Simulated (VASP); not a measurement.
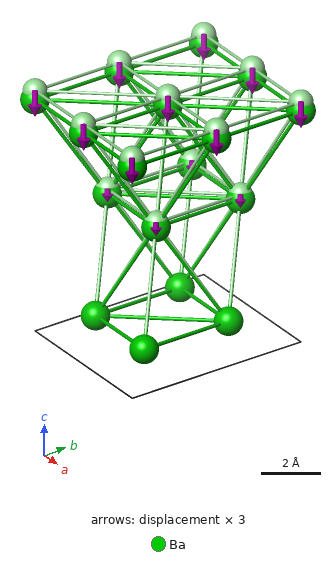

This is a relaxation of a slab of composition Ba. The starting structure is drawn faded, the final one solid; purple arrows show the displacements, 3 times their true length.

Style: ball-and-stick. Shown: the 2 × 2 repeat of the cell, outlined in the plane, without the vacuum, slightly off an axis.

The run lets the atoms move in a fixed cell. 1 atoms are held fixed.

These are results of Kohn-Sham DFT of a periodic cell, PBE with D3, VASP PAW PBE potentials, recommended in VASP, not measurements.

Input
```
SYSTEM = Ba
ALGO = Normal
DIPOL = 0.5 0.5 0.500
EDIFF = 1E-7
EDIFFG = -0.01
ENCUT = 520
GGA = PE
IBRION = 2
IDIPOL = 3
ISIF = 2
ISMEAR = 0
IVDW = 11
LASPH = .TRUE.
LCHARG = .FALSE.
LDIPOL = .TRUE.
LREAL = .FALSE.
LWAVE = .FALSE.
NELM = 80
NSW = 40
PREC = Accurate
SIGMA = 0.05
```

Run as
```bash
cat potpaw_PBE.64/Ba_sv/POTCAR > POTCAR
mpirun -np 1 vasp_std > vasp.out
```

Q: Describe the change and its energy.

A: Over 10 geometry steps the energy falls by 17.5 meV per cell of the calculation. Largest force component: 0.11 eV/Å at the start, 0.0059 eV/Å at the end. The atom that moves furthest is a Ba atom (0.31 Å along the normal (−c)). The cell doesn't change. Some distances before and after: Ba–Ba 4.572 → 4.444 Å. It ran on 1 thread of Intel(R) Xeon(R) Platinum 8488C (Sapphire Rapids), with other jobs on the host.
